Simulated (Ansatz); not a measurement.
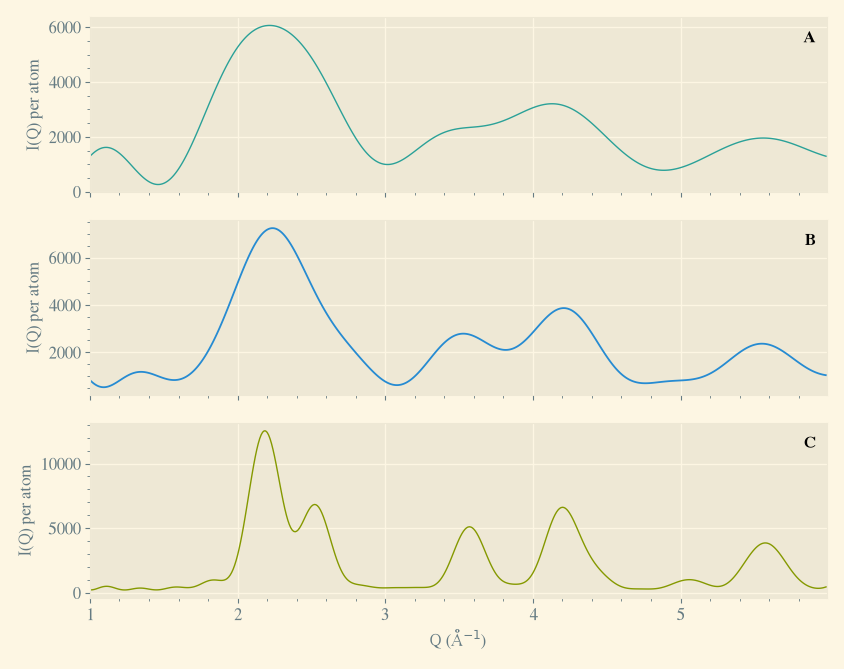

X-ray scattering of spheres cut from the crystal structure of Er (Fm-3m, a = 4.969 Å, b = 4.969 Å, c = 4.969 Å, α = 90.00°, β = 90.00°, γ = 90.00°), calculated atom by atom with the Debye equation (B = 0.5 Å², no relaxation of the surface). Basis of the simulation: the input geometry of an electronic-structure calculation (not necessarily at equilibrium); the starting structure was generated, so it need not be a known form of this composition.

The spheres are 10, 14 and 28 Å across. Which curve is which?

Answer. curve A: 10 Å (19 atoms); curve B: 14 Å (43 atoms); curve C: 28 Å (369 atoms). Peak widths go roughly as 2π/D, so the largest sphere has the sharpest peaks.

Index the main peaks of the largest sphere.

Answer. Q ≈ 2.18 Å⁻¹: 111; Q ≈ 2.52 Å⁻¹: 200; Q ≈ 3.57 Å⁻¹: 220; Q ≈ 4.20 Å⁻¹: 311; Q ≈ 5.06 Å⁻¹: 400; Q ≈ 5.57 Å⁻¹: 331 + 420.
